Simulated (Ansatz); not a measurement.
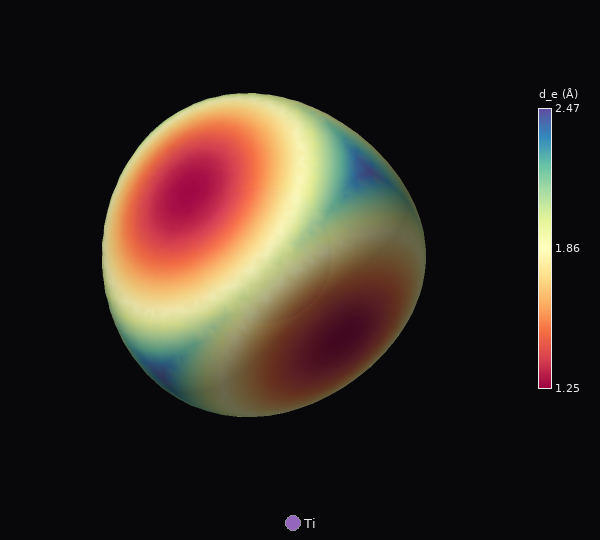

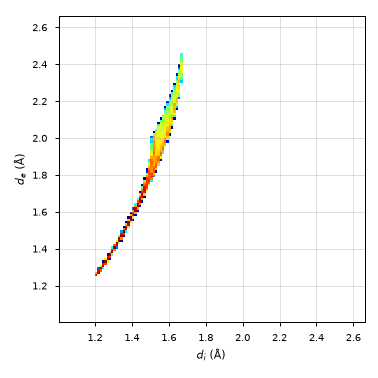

Hirshfeld surface computed for one Ti atom in Ti in space group Fd-3m, coloured by d_e. The second picture is its fingerprint plot, coloured by area on a logarithmic scale (blue little, red much).

The surface is where the fragment's share of the procrystal density (the sum of the densities of spherically averaged neutral Hartree-Fock atoms) equals one half. d_i and d_e are the distances from the surface to the nearest nucleus inside and outside.

The cell is taken from the end point of a relaxation with DFT PBE, scalar-relativistic, plane waves, PAW (Ansatz).

```
Ti
1.0
     5.67312    0.00000    0.00000
     0.00000    5.67312    0.00000
     0.00000    0.00000    5.67312
Ti
8
Direct
  0.00000 0.50000 0.00000
  0.25000 0.75000 0.25000
  0.00000 0.00000 0.50000
  0.25000 0.25000 0.75000
  0.50000 0.50000 0.50000
  0.75000 0.75000 0.75000
  0.50000 0.00000 0.00000
  0.75000 0.25000 0.25000
```

> What is the shortest distance from the fragment to an atom outside it?

Ti–Ti, 2.46 Å.

> How is the surface shared among contacts (nearest atom inside ··· nearest atom outside)?

Ti···Ti 100 %. The surface faces 4 neighbours with more than 2 % of its area each: 4 Ti.

> Give the size and shape of the surface.

It encloses about 12.8 Å³, has an area of about 27 Å² and a globularity of 0.97 (1 for a sphere).

> Where does the fingerprint reach closest to the origin?

The smallest d_i + d_e is about 2.5 Å, which belongs to the shortest contact, Ti···Ti at 2.46 Å; d_e runs from 1.25 to 2.47 Å.
